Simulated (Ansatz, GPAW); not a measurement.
# Screening of a field by Y2NOS MXene monolayer

How does Y2NOS MXene monolayer screen a perpendicular field?

Program: GPAW 26.7.0 and Ansatz 0.2.0. Level of theory: Ansatz plane waves; layer without images along its normal, relaxation of atoms and in-plane cell, in the first sound run; inputs show where later runs differ. Results are calculated unless marked as measured.

### 1. Starting point

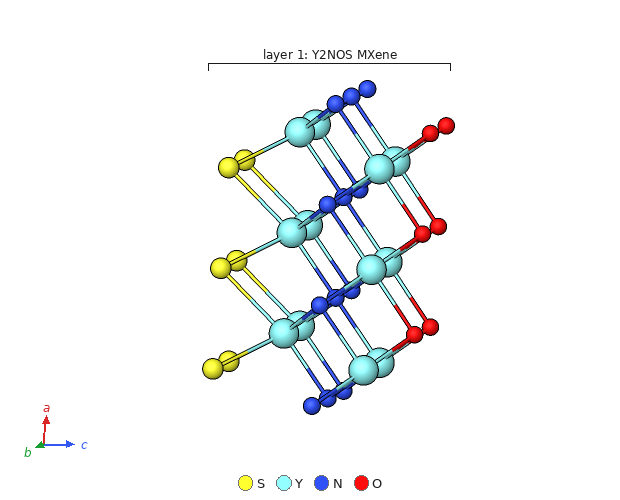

Start, viewed from the side, with the c axis across the page; sulfur yellow, yttrium teal, nitrogen blue, oxygen red. 3×2×1 cells are drawn. Some periodic images of atoms are drawn too.

The cell holds 5 atoms: 1 S, 2 Y, 1 N and 1 O. Its edges and angles: a = 3.406 Å, b = 3.406 Å, c = 23.947 Å, α = 90.0°, β = 90.0°, γ = 120.0°. Vacuum lies along c.

### 2. Relaxing the atoms

Forces are removed first; all later runs use this geometry.

input.yaml reads:

```yaml
crystal:
  lattice:
    - [3.40626, 0.0, 0.0]
    - [-1.70313, 2.9499076919, 0.0]
    - [0.0, 0.0, 23.9471825095]
  atoms:
    - { symbol: S, position: [0.3333333333, 0.6666666667, 0.3758270935] }
    - { symbol: "Y", position: [0.6666666667, 0.3333333333, 0.4566929017], spin: 1.0 }
    - { symbol: "N", position: [0.0, 0.0, 0.5128172263] }
    - { symbol: "Y", position: [0.3333333333, 0.6666666667, 0.568941551], spin: 1.0 }
    - { symbol: O, position: [0.6666666667, 0.3333333333, 0.6241729065] }
  periodic: [true, true, false]
magnetization:
  spin_polarized: true
kpoints:
  mp_grid: { grid: [9, 9, 1] }
hamiltonian:
  xc: pbe
scf:
  occupations: { method: fermi_dirac, width: 0.05 }
relax:
  f_tol: 0.01
  max_steps: 90
  cell: {}
```

Command:

```bash
$ ansatz run input.yaml --threads 4 --pin off --max-ram 8192MiB --backend cpu --events-out ev --progress --plain --runs-dir out
```

Numbers of over 12 decimals in the logs are rounded to 6 here.

The program printed:

```text
Warning: crystal.periodic: the lattice vector that does not repeat stood 0.000° off the slab's normal, 23.947 Å along it as the deck builds it. The run solves the slab on a vector along the normal, 35.694 Å long, with every atom where it was (on the deck's vector they left 18.00 Å outside them, and the widest stretch free of ions among them is 1.94 Å). A fractional position that the run reports is one of the run's ce [...]
crystal.periodic: the lattice vector that does not repeat stood 0.000° off the slab's normal, 23.947 Å along it as the deck builds it. The run solves the slab on a vector along the normal, 35.694 Å long, with every atom where it was (on the deck's vector they left 18.00 Å outside them, and the widest stretch free of ions among them is 1.94 Å). A fractional position that the run reports is one of the run's cell, which [...]
Engine: ansatz 0.2.0, x86_64-unknown-linux-gnu
Pseudopotentials: kind: paw
Pseudopotential: S, paw, valence charge 6, recommended cutoff 420 eV (normal), S.paw.azcp
Pseudopotential: Y, paw, valence charge 11, recommended cutoff 420 eV (normal), Y.paw.azcp
Pseudopotential: N, paw, valence charge 5, recommended cutoff 420 eV (normal), N.paw.azcp
Pseudopotential: O, paw, valence charge 6, recommended cutoff 420 eV (normal), O.paw.azcp
Functional definition: PBE
  parameter kappa = 0.804
  parameter beta = 0.066725
  exchange = pbe_x(kappa = kappa, mu = beta*pi^2/3)
  correlation = pbe_c(beta = beta)
Crystal: 5 atoms, lattice volume = 358.662 Å³
Basis set: ecut = 420 eV, 6995 PW (Γ), exchange–correlation on 48×48×480 points (8 copies of the dense FFT grid, shifted against one another)
Bands: 26, of which v1, the nominal top of the filled ones, is band 20 counted from 1 (19 counted from 0)
Symmetry: 6 space group operations
Space group: P3m1 (ITA 156), of the structure as read, at distance tolerance 7.1e-5 Å
Magnetic group: BNS 156.49 (UNI 1279), of the structure as read, at distance tolerance 7.1e-5 Å
k-points: 12 of 81 (time reversal used)
Non-local potential: S, projectors of the file, l = 0: 2, l = 1: 2, l = 2: 2
Non-local potential: Y, projectors of the file, l = 0: 3, l = 1: 2, l = 2: 2, l = 3: 1
Non-local potential: N, projectors of the file, l = 0: 2, l = 1: 2, l = 2: 1
Non-local potential: O, projectors of the file, l = 0: 2, l = 1: 2, l = 2: 1
PAW form: soft (Blöchl's): semilocal exchange-correlation on the pseudo side does not see the compensation charge
PAW one-centre angular grid: S, 110 points (default); XC on 64 Gauss nodes
PAW one-centre angular grid: Y, 590 points (default); XC on 64 Gauss nodes
PAW one-centre angular grid: N, 110 points (default); XC on 64 Gauss nodes
PAW one-centre angular grid: O, 110 points (default); XC on 64 Gauss nodes
Initial density: superposition of atomic densities (neutral atoms: chi_scale 0, normalization atom)
Starting moments: Σ|m| = 2 μB on 2 of 5 sites
Initial wavefunctions: pseudopotential atomic-orbital guess
Functional: x = pbe(κ = 0.804, μ = 0.219515), c = pbe(β = 0.066725)
SCF iter   1: F=—  HF=-9561.169765 eV  |F-HF|=—  |Δ(HF+E_count)|=         —  Δρ=3.36e-2 (↑3.26e-2 ↓3.36e-2)  dr2=3.73e1  dr2_m=1.77e-1  M=0.223 μB ∫|m|=0.457 μB  β_m=0.30  ethr=3.10e-3  ⟨swp⟩=12.6  Hψ=4739  notcnv=0
Mixer restart at iter 1: flushing history
preconditioner: auto → Resta (q_TF=auto, 1.885 Å⁻¹)  ε∞=1.6  [insulator: Δε(μ)=0.137 eV  Ē_g=15.393 eV  σ=0.050 eV  W_gap=0.55  n_scr=20 (ndim 8)  ℏωp=11.6 eV  f_vac=0.731  D(μ)=1.24/eV (n_scr^D=8)  ε∞_Penn≈1.6  vacuum switching on, ρ_ref=1.7e-2 e/Å³]
spin=Collinear: Resta preconditioning applied to the charge; magnetization (m = ρ↑ − ρ↓) channel mixes plain (no charge-response kernel on spin).
SCF iter   2: F=—  HF=-9572.173692 eV  |F-HF|=—  |Δ(HF+E_count)|=    1.10e1  Δρ=7.63e-2 (↑7.14e-2 ↓7.63e-2)  dr2=1.06e3  dr2_m=8.78e-2  M=0.459 μB ∫|m|=0.694 μB  β_m=0.13  ethr=3.10e-3  ⟨swp⟩=10.6  Hψ=2673  notcnv=0  defer=68  recentre
preconditioner: auto → LDOS  [metal: Δε(μ)=0.003 eV  Ē_g=8.576 eV  σ=0.050 eV  W_gap=0.01  n_scr=20 (ndim 8)  ℏωp=9.0 eV  f_vac=0.734  D(μ)=5.40/eV (n_scr^D=18)]
spin=Collinear: LDOS preconditioning applied to the charge; magnetization (m = ρ↑ − ρ↓) channel mixes plain (no charge-response kernel on spin).
SCF iter   3: F=—  HF=-9558.757820 eV  |F-HF|=—  |Δ(HF+E_count)|=    1.34e1  Δρ=2.58e-2 (↑2.52e-2 ↓2.58e-2)  dr2=2.18e1  dr2_m=1.41e-1  M=0.147 μB ∫|m|=0.389 μB  β_m=0.20  ethr=3.10e-3  ⟨swp⟩=7.2  Hψ=2783  notcnv=0  defer=2
SCF iter   4: F=—  HF=-9557.026624 eV  |F-HF|=—  |Δ(HF+E_count)|=    1.73e0  Δρ=1.93e-2 (↑1.40e-2 ↓1.93e-2)  dr2=2.68e1  dr2_m=1.45e-1  M=0.438 μB ∫|m|=0.606 μB  β_m=0.08  ethr=3.10e-3  ⟨swp⟩=4.5  Hψ=1488  notcnv=0  defer=41
SCF iter   5: F=—  HF=-9556.625721 eV  |F-HF|=—  |Δ(HF+E_count)|=   4.01e-1  Δρ=1.53e-2 (↑1.12e-2 ↓1.53e-2)  dr2=1.22e1  dr2_m=1.64e-1  M=0.596 μB ∫|m|=0.696 μB  β_m=0.18  ethr=3.10e-3  ⟨swp⟩=2.0  Hψ=1060  notcnv=0  defer=41
SCF iter   6: F=—  HF=-9556.830219 eV  |F-HF|=—  |Δ(HF+E_count)|=   2.04e-1  Δρ=2.35e-2 (↑6.13e-3 ↓2.35e-2)  dr2=3.23e1  dr2_m=3.33e-1  M=0.955 μB ∫|m|=1.002 μB  β_m=0.23  ethr=3.10e-3  ⟨swp⟩=6.3  Hψ=1465  notcnv=0  defer=46  recentre
SCF iter   7: F=—  HF=-9556.706285 eV  |F-HF|=—  |Δ(HF+E_count)|=         —  Δρ=1.63e-2 (↑9.13e-3 ↓1.63e-2)  dr2=8.46e0  dr2_m=1.32e-1  M=0.016 μB ∫|m|=0.146 μB  β_m=0.60  ethr=3.10e-3  ⟨swp⟩=5.5  Hψ=1494  notcnv=0  defer=36
SCF iter   8: F=—  HF=-9556.872978 eV  |F-HF|=—  |Δ(HF+E_count)|=   1.67e-1  Δρ=1.69e-2 (↑5.30e-3 ↓1.69e-2)  dr2=1.02e1  dr2_m=2.28e-1  M=-0.054 μB ∫|m|=0.222 μB  β_m=0.42  ethr=3.10e-3  ⟨swp⟩=5.3  Hψ=1395  notcnv=0  defer=40
SCF iter   9: F=—  HF=-9556.417507 eV  |F-HF|=—  |Δ(HF+E_count)|=   4.55e-1  Δρ=1.38e-2 (↑4.28e-3 ↓1.38e-2)  dr2=6.05e0  dr2_m=1.31e-1  M=-0.033 μB ∫|m|=0.188 μB  β_m=0.13  ethr=3.10e-3  ⟨swp⟩=4.1  Hψ=1007  notcnv=0  defer=36
SCF iter  10: F=—  HF=-9556.280626 eV  |F-HF|=—  |Δ(HF+E_count)|=   1.37e-1  Δρ=1.06e-2 (↑2.48e-3 ↓1.06e-2)  dr2=7.81e0  dr2_m=7.99e-2  M=0.655 μB ∫|m|=0.682 μB  β_m=0.43  ethr=3.10e-3  ⟨swp⟩=3.5  Hψ=1029  notcnv=0  defer=38
SCF iter  11: F=—  HF=-9556.297023 eV  |F-HF|=—  |Δ(HF+E_count)|=   1.64e-2  Δρ=1.39e-2 (↑3.33e-3 ↓1.39e-2)  dr2=1.17e1  dr2_m=1.42e-1  M=0.734 μB ∫|m|=0.742 μB  β_m=0.50  ethr=3.10e-3  ⟨swp⟩=3.9  Hψ=940  notcnv=0  defer=41
SCF iter  12: F=—  HF=-9556.219226 eV  |F-HF|=—  |Δ(HF+E_count)|=   7.78e-2  Δρ=8.32e-3 (↑2.88e-3 ↓8.32e-3)  dr2=3.77e0  dr2_m=4.07e-2  M=0.002 μB ∫|m|=0.153 μB  β_m=0.75  ethr=3.10e-3  ⟨swp⟩=3.5  Hψ=944  notcnv=0  defer=42
[...]
relax step   8: F+E_penalty+E_count = -9557.82603743 eV  Δ(F+E_penalty+E_count) = -5.706e-5 eV  max|allowed force component| = 3.332e-3 eV/Å  Δτ_max = 0.0041 Å  P = +0.005 N/m  Ω = 385.273 Å³  energy of the carried Pulay correction = -9.049e-3 eV  fix = [c, alpha, beta]  reactions: c +0.000 N/m  (10 SCF iters, dr2 threshold 1.94e-7 eV, accepted)
relax step   9: F+E_penalty+E_count = -9557.84039570 eV  Δ(F+E_penalty+E_count) = -1.436e-2 eV  max|allowed force component| = 3.616e-3 eV/Å  Δτ_max = 0.0000 Å  P = +0.255 N/m  Ω = 385.273 Å³  fix = [c, alpha, beta]  reactions: c +0.000 N/m  stress off target by 2.55e-1 N/m on what of the cell is left free  SCF on the basis re-selected at this cell (its energy is not comparable with the rows above)  (14 SCF iters)
relax step  10: F+E_penalty+E_count = -9557.84029064 eV  Δ(F+E_penalty+E_count) = +1.051e-4 eV  max|allowed force component| = 1.110e-2 eV/Å  Δτ_max = 0.0044 Å  P = +0.023 N/m  Ω = 386.281 Å³  energy of the carried Pulay correction = -3.348e-4 eV  fix = [c, alpha, beta]  reactions: c +0.000 N/m  (11 SCF iters, dr2 threshold 6.41e-8 eV, accepted)
relax step  11: F+E_penalty+E_count = -9557.84027752 eV  Δ(F+E_penalty+E_count) = +1.312e-5 eV  max|allowed force component| = 2.895e-3 eV/Å  Δτ_max = 0.0006 Å  P = -0.005 N/m  Ω = 386.334 Å³  energy of the carried Pulay correction = -3.526e-4 eV  fix = [c, alpha, beta]  reactions: c -0.000 N/m  (8 SCF iters, dr2 threshold 7.69e-9 eV, accepted)
iter 1 solved again at ethr=2.67e-8 eV; its pass at ethr=3.10e-3 eV (dr2=1.04e-5 eV) is discarded
SCF iter   1: F=—  HF=-9557.840305 eV  |F-HF|=—  |Δ(HF+E_count)|=         —  Δρ=7.37e-6 (↑7.36e-6 ↓7.37e-6)  dr2=4.15e-8  dr2_m=8.52e-12  M=-0.000 μB ∫|m|=0.000 μB  β_m=0.65  ethr=2.67e-8  ⟨swp⟩=7.8  Hψ=8152  notcnv=0
preconditioner: auto → Resta (q_TF=auto, 1.862 Å⁻¹)  ε∞=1.6  [insulator: Δε(μ)=0.138 eV  Ē_g=14.890 eV  σ=0.050 eV  W_gap=0.59  n_scr=20 (ndim 8)  ℏωp=11.2 eV  f_vac=0.747  D(μ)=2.04/eV (n_scr^D=10)  ε∞_Penn≈1.6  vacuum switching on, ρ_ref=1.6e-2 e/Å³]
spin=Collinear: Resta preconditioning applied to the charge; magnetization (m = ρ↑ − ρ↓) channel mixes plain (no charge-response kernel on spin).
SCF iter   2: F=—  HF=-9557.840551 eV  |F-HF|=—  |Δ(HF+E_count)|=   2.46e-4  Δρ=3.09e-6 (↑3.09e-6 ↓3.08e-6)  dr2=1.52e-7  dr2_m=2.13e-12  M=-0.000 μB ∫|m|=0.000 μB  β_m=0.30  ethr=1.07e-10  ⟨swp⟩=4.4  Hψ=1820  notcnv=0
SCF iter   3: F=—  HF=-9557.840528 eV  |F-HF|=—  |Δ(HF+E_count)|=   2.32e-5  Δρ=3.47e-6 (↑3.46e-6 ↓3.47e-6)  dr2=1.30e-7  dr2_m=2.79e-12  M=-0.000 μB ∫|m|=0.000 μB  β_m=0.23  ethr=1.07e-10  ⟨swp⟩=2.5  Hψ=972  notcnv=0
SCF iter   4: F=—  HF=-9557.840567 eV  |F-HF|=—  |Δ(HF+E_count)|=   3.95e-5  Δρ=1.95e-6 (↑1.95e-6 ↓1.95e-6)  dr2=5.77e-9  dr2_m=1.37e-12  M=-0.000 μB ∫|m|=0.000 μB  β_m=0.28  ethr=1.07e-10  ⟨swp⟩=2.9  Hψ=908  notcnv=0
SCF iter   5: F=—  HF=-9557.840597 eV  |F-HF|=—  |Δ(HF+E_count)|=   2.96e-5  Δρ=5.47e-7 (↑5.46e-7 ↓5.47e-7)  dr2=5.48e-10  dr2_m=3.48e-13  M=-0.000 μB ∫|m|=0.000 μB  β_m=0.29  ethr=1.48e-11  ⟨swp⟩=3.3  Hψ=1164  notcnv=0
SCF iter   6: F=—  HF=-9557.840605 eV  |F-HF|=—  |Δ(HF+E_count)|=   8.70e-6  Δρ=1.12e-7 (↑1.12e-7 ↓1.12e-7)  dr2=5.34e-11  dr2_m=1.80e-13  M=-0.000 μB ∫|m|=0.000 μB  β_m=0.52  ethr=1.41e-12  ⟨swp⟩=4.1  Hψ=1410  notcnv=0
iter 7 met the thresholds in force, and the SCF goes on: an eigenvalue changes by 3.12 meV, over its tolerance of 0.05 meV (output.eigenvalues, Limitations)
SCF iter   7: F=-9557.840606 eV  HF=-9557.840606 eV  |F-HF|=2.68e-8  |Δ(HF+E_count)|=   5.23e-7  Δρ=2.01e-8 (↑1.95e-8 ↓2.01e-8)  dr2=1.28e-11  dr2_m=6.23e-14  M=-0.000 μB ∫|m|=0.000 μB  β_m=0.48  ethr=1.00e-12  ⟨swp⟩=7.7  Hψ=4026  notcnv=0
SCF iter   8: F=-9557.840606 eV  HF=-9557.840606 eV  |F-HF|=6.26e-10  |Δ(HF+E_count)|=   2.60e-8  Δρ=1.03e-8 (↑9.49e-9 ↓1.03e-8)  dr2=2.21e-12  dr2_m=4.15e-14  M=-0.000 μB ∫|m|=0.000 μB  ethr=1.00e-12  ⟨swp⟩=6.6  Hψ=3112  notcnv=0
the starting moments were not kept: the SCF closed with an absolute magnetisation of 1.2e-6 μB, where they sum to 2 μB in size (2 sites). That is at most 0.1 of that sum. Measured as dr2_m measures the in/out step, that magnetisation stands 3.5e-13 eV from none, at or under the dr2_threshold of 2.0e-11 eV: it is no larger than a step whose dr2_m would equal this threshold.
SCF 12 converged in 8 iterations: F = -9557.840606 eV  dr2 = 2.21e-12
relax step  12: F+E_penalty+E_count = -9557.84060592 eV  Δ(F+E_penalty+E_count) = -3.284e-4 eV  max|allowed force component| = 2.880e-3 eV/Å  Δτ_max = 0.0000 Å  P = -0.003 N/m  Ω = 386.334 Å³  fix = [c, alpha, beta]  reactions: c -0.000 N/m  stress off target by 3.01e-3 N/m on what of the cell is left free  SCF on the basis re-selected at this cell (its energy is not comparable with the rows above)  (8 SCF iters)
basis re-selected at this cell: Δ(F+E_penalty+E_count) = -3.284e-4 eV, ΔP = +0.002 N/m vs the last step (what re-selecting the basis moved, of the pressure what is left beyond the Pulay correction that the steps carried, after the strain that the cell walked since its last selection, with what the two solves' SCF thresholds leave and, on support functions, any second-order correction that the steps lacked; it is no m [...]
SCF converged after 8 iterations
an eigenvalue changed by more than its tolerance at an iteration that met the thresholds in force, so the SCF went on 1 time: the last check found none over its tolerance
Magnetization: -0.0000 μB (19.5000 up, 19.5000 down)
Absolute magnetization: 0.0000 μB (∫|ρ↑−ρ↓|, with the PAW one-centre terms)
Spin contamination: 0.0000 ħ² per cell (⟨S²⟩ above its minimum at these occupations)
Per-site moments (μB) at R_I (Å): [(-9.139881407420468e-7, 1.166145), (-8.818788472179333e-9, 0.964962), (-5.6526869643504266e-8, 0.964962), (-3.6487757367125526e-9, 0.892542), (1.0382322219894005e-8, 0.892542)]
Free energy (F): -9557.840606 eV
Harris-Foulkes:  -9557.840606 eV  (|F-HF|=6.26e-10)
Internal energy: -9557.822615 eV  (E = F + TS)
E sigma→0 (E₀):  -9557.831610 eV
Entropy (-TS):   -0.017991 eV (-3.598 meV/atom)
Fermi energy:    -6.607868 eV
--- Per-component energies (eV) ---
  E_band       = -766.408939
  E_kinetic    = 1022.958785
  E_local      = -86563.202480  (includes V_loc(G=0)·N_el)
  E_nonlocal   = 221.332299
  E_hartree    = 42688.410737
  E_xc         = -579.837930
  E_vxc        = -658.851060  (∫ρ·V_xc dr)
  E_paw        = -6535.650596  (= ΣΔE_a)
  E_vpaw       = -165.470600  (= ΣTr[D̂ρ^β])
  E_aug_tail   = 0.002556  (compensation charges beyond the density's cutoff)
  E_ewald      = 40188.164016
  E_smearing   = -0.017991  (= −TS)
  E_closure    = 0.000000  (closes the sum)
  Σ components = -9557.840606   (vs F -9557.840606, Δ=0.00e0)
--- Forces (eV/Å), atoms counted from 1 ---
  atom   1  S      0.00000000     0.00000000     0.00048742
  atom   2  Y     -0.00000000    -0.00000000     0.00015168
  atom   3  N      0.00000000     0.00000000    -0.00086982
  atom   4  Y     -0.00000000    -0.00000000     0.00288000
  atom   5  O      0.00000000     0.00000000    -0.00264980
  max |Σ_I F_I| component: 5.15e-7 eV/Å
--- 2D stress c σ (N/m, compression-positive) ---
       -0.003010       0.000000      -0.000000
        0.000000      -0.003010      -0.000000
       -0.000000      -0.000000      -0.000000
  P = ½ c Tr σ = -0.0030 N/m
--- Relaxed structure (10 steps of the walk, 10 accepted, 2 SCFs on fresh bases) ---
  F+E_penalty+E_count = -9557.84060592 eV   max|allowed force component| = 2.880e-3 eV/Å   (the final SCF, on the basis selected at the relaxed cell)
  cell:  # Å, volume = 386.3335 Å³
    - [3.535217, 0, 0]
    - [-1.767608, 3.061587, 0]
    - [0, 0, 35.694365]
  atoms:
    - { symbol: S, position: [0.333333, 0.666667, 0.254171] }
    - { symbol: Y, position: [0.666667, 0.333333, 0.308970] }
    - { symbol: N, position: [0, 0, 0.340992] }
    - { symbol: Y, position: [0.333333, 0.666667, 0.389390] }
    - { symbol: O, position: [0.666667, 0.333333, 0.409512] }
```

Elapsed: 60 s, on 4 threads of AMD EPYC 9R14 (Zen 4), shared host; peak memory 0.88 GiB; 3.8 min of CPU time.

Step by step:

```
step  energy less that of the first step (eV)  largest force component (eV/Å)  volume (Å³)
   1                                   0.0000                          5.6512       358.66
   2                                  -1.1977                          2.2906       362.21
   3                                  -1.6111                          0.6719       373.51
   4                                  -1.6687                          0.2432       389.13
   5                                  -1.6756                          0.0825       386.48
   6                                  -1.6762                          0.0679       385.97
   7                                  -1.6767                          0.0557       384.76
   8                                  -1.6768                          0.0033       385.27
  9*                                  -1.6911                          0.0036       385.27
  10                                  -1.6910                          0.0111       386.28
  11                                  -1.6910                          0.0029       386.33
 12*                                  -1.6913                          0.0029       386.33
```

Relaxation steps marked * repeat the geometry before them on a plane-wave basis chosen anew for their cell, so energy and pressure can jump there.

The run keeps the 6 symmetry operations that it works with, so distortions that break them were not tested.

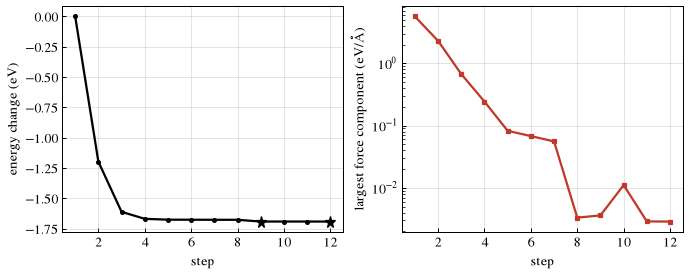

Energy and largest force along the relaxation. Stars mark steps on a basis chosen anew.

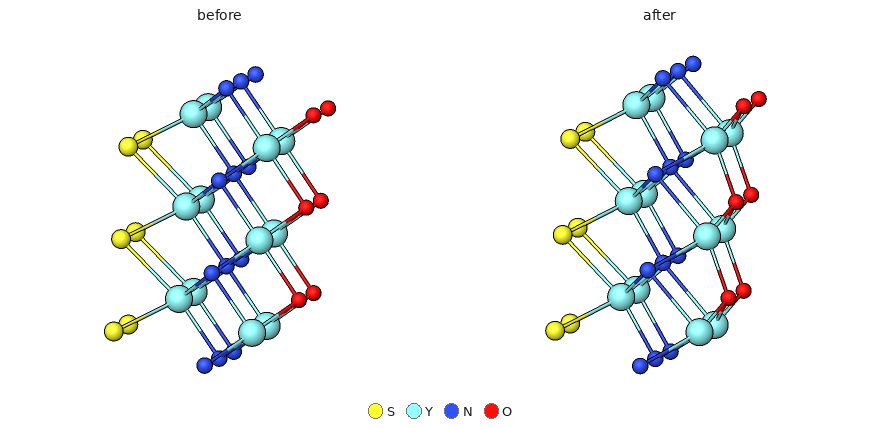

Before and after, at one scale.

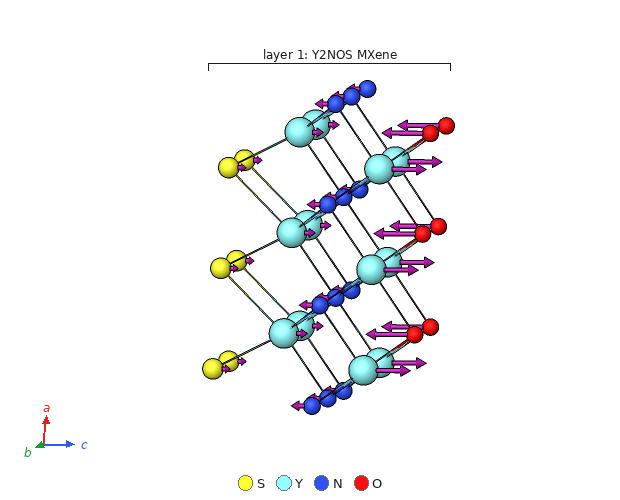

Displacements in the relaxation, exaggerated, measured against the changing cell; the longest in the cell stands for 0.33 Å. 3×2×1 cells are drawn. Some periodic images of atoms are drawn too.

```
cell as run  before  after  change
      a (Å)   3.406  3.535  +3.8 %
      b (Å)   3.406  3.535  +3.8 %
```

The atoms that moved most (Å, along periodic axes as changes of fractional coordinates times the final cell, across vacuum about the mean position):

```
atom     dx     dy      dz  length
  O5  0.000  0.000  -0.330   0.330
  Y4  0.000  0.000   0.274   0.274
  N3  0.000  0.000  -0.109   0.109
  Y2  0.000  0.000   0.092   0.092
  S1  0.000  0.000   0.072   0.072
```

The relaxed structure:

```cif
data_structure
_symmetry_space_group_name_H-M 'P 1'
_symmetry_Int_Tables_number 1
_cell_length_a 3.5352
_cell_length_b 3.5352
_cell_length_c 35.6944
_cell_angle_alpha 90.000
_cell_angle_beta 90.000
_cell_angle_gamma 120.000
_cell_volume 386.33
loop_
_atom_site_label
_atom_site_type_symbol
_atom_site_fract_x
_atom_site_fract_y
_atom_site_fract_z
_atom_site_occupancy
S1 S 0.33333 0.66667 0.25417 1
Y2 Y 0.66667 0.33333 0.30897 1
N3 N 0.00000 0.00000 0.34099 1
Y4 Y 0.33333 0.66667 0.38939 1
O5 O 0.66667 0.33333 0.40951 1
```

This step gave:

```
free energy         : -9557.8406 eV
smearing term TS    : 0.01799 eV
symmetry operations : 6
```

The relaxation lowered the energy of the cell by 1.69 eV.

(Part 1 of 3 ends here.)

[Logs are printed without paths, hosts, clocks, repeated set-up lines and the standing remarks that a program may print on its own settings, such as how far it seeks lower states.]

[Hosts, paths, dates, database ids (printed as entryN), source tags and the programs' standing remarks are cut or masked in the printed files.]
